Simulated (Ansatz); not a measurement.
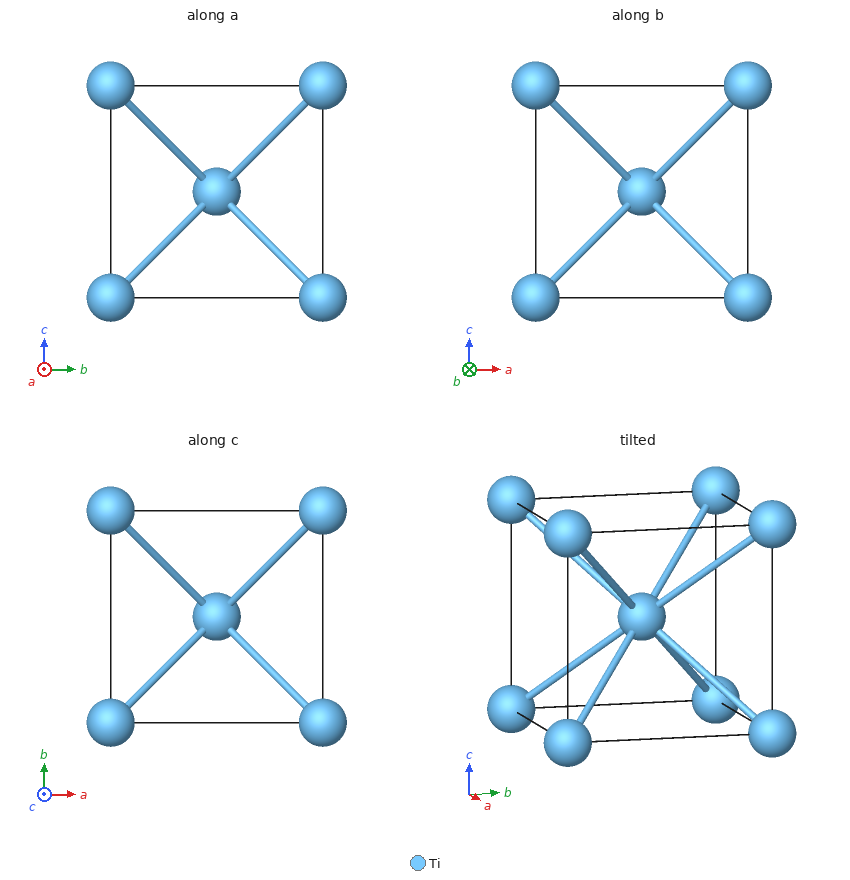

Structure drawing (ball-and-stick), viewed along the a axis, along the b axis, along the c axis and slightly off an axis. Lines trace the edges of the conventional unit cell.

Lattice parameters: a = 3.1167 Å, b = 3.1167 Å, c = 3.1167 Å, α = 90.000°, β = 90.000°, γ = 90.000°.

Give the structure in the form of a CIF with its space group and independent sites.

```cif
data_structure
_symmetry_space_group_name_H-M 'I m -3 m'
_symmetry_Int_Tables_number 229
_cell_length_a 3.1167
_cell_length_b 3.1167
_cell_length_c 3.1167
_cell_angle_alpha 90.000
_cell_angle_beta 90.000
_cell_angle_gamma 90.000
_cell_volume 30.27
loop_
_atom_site_label
_atom_site_type_symbol
_atom_site_symmetry_multiplicity
_atom_site_Wyckoff_symbol
_atom_site_fract_x
_atom_site_fract_y
_atom_site_fract_z
_atom_site_occupancy
Ti1 Ti 2 a 0.0000 0.0000 0.0000 1
```

The structure comes from a structure type filled with this element by a generator (whether the element takes this form wasn't checked). Earlier steps of the study may have refined or changed the cell and positions. It was run through Ansatz as a DFT input.

At this level of theory the cell isn't at rest (compressed, at 17 GPa), so its distances can differ from those at equilibrium, the more so the softer the solid.
